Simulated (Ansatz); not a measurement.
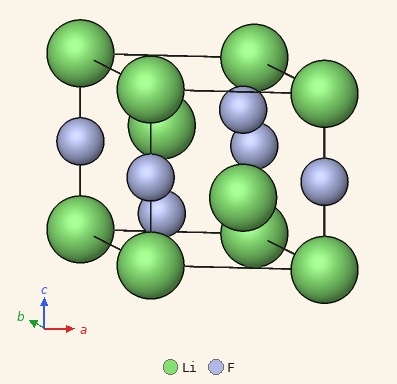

Spheres-only drawing of the structure, looking slightly off an axis. The wireframe shows the conventional unit cell.

LiF, space group R-3m (No. 166), a = 3.759 Å, b = 3.759 Å, c = 3.882 Å, α = 90.00°, β = 90.00°, γ = 120.00°. The structure was taken from a structure type filled with these elements by a generator (whether the compound takes this form wasn't checked). The cell was then strained or its atoms displaced on purpose. An electronic-structure calculation with Ansatz was run on it.

This one geometry was computed with Ansatz (DFT, plane waves, PAW) at three levels of theory: PBE, r2SCAN and HSE06. It was relaxed with r2SCAN and then strained.

Question: Which level gives the highest pressure at this volume, and what does that say about its equilibrium volume?

Answer: Highest: PBE (6.0 GPa), which points to the largest equilibrium volume. Lowest, with the smallest volume: r2SCAN (2.1 GPa). Levels within 0.5 GPa of each other can't be told apart.

Question: How does the band gap change with the level of theory?

Answer: PBE: a gap of 8.14 eV, indirect; r2SCAN: a gap of 9.10 eV, indirect; HSE06: a gap of 10.39 eV, indirect.

Question: Collect the results in a table.

Answer:
| level | cutoff (eV) | k-mesh of the run's cell | gap (eV) | pressure (GPa) |
| --- | --- | --- | --- | --- |
| PBE | 420 | 10×10×10 | 8.14 | 6.0 |
| r2SCAN | 500 | 10×10×10 | 9.10 | 2.1 |
| HSE06 | 420 | 8×8×8 | 10.39 | 2.9 |

Gaps are taken on the k-mesh or band path of each run.
